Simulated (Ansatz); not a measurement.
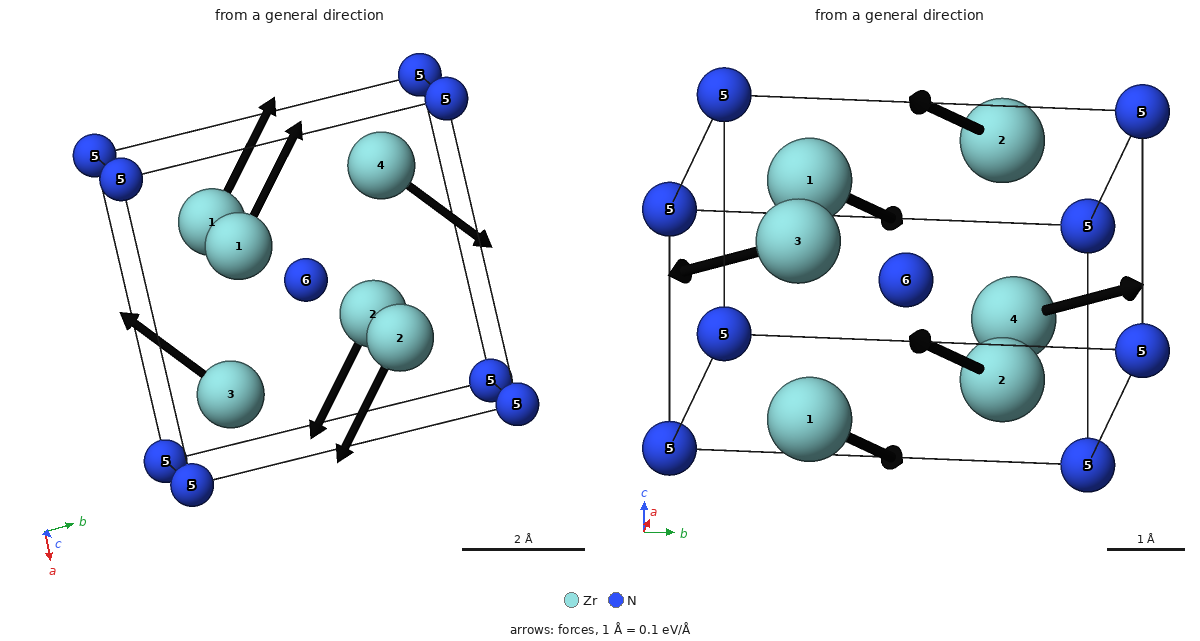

Spheres-only representation of a periodic structure, projected from two general directions. Lines trace the edges of the simulation cell. The arrows are the computed forces on the atoms.

System: Zr2N. Theory: Ansatz, DFT PBEsol, scalar-relativistic, plane waves, PAW. Numerical settings: an energy cutoff of 420 eV, the zone sampled with 10×10×14 points, Gaussian smearing of 0.15 eV, no spin polarisation.

Do the forces show a relaxed structure?

Answer. No. The atoms still feel forces of up to about 0.18 eV/Å, above a usual threshold of 0.01 to 0.03 eV/Å.

Find the atom with the largest force.

Answer. All Zr atoms, about 0.18 eV/Å.

Starting structure: a structure listed in the Materials Project. The cell was then strained or its atoms displaced on purpose. An electronic-structure calculation with Ansatz was run on it.
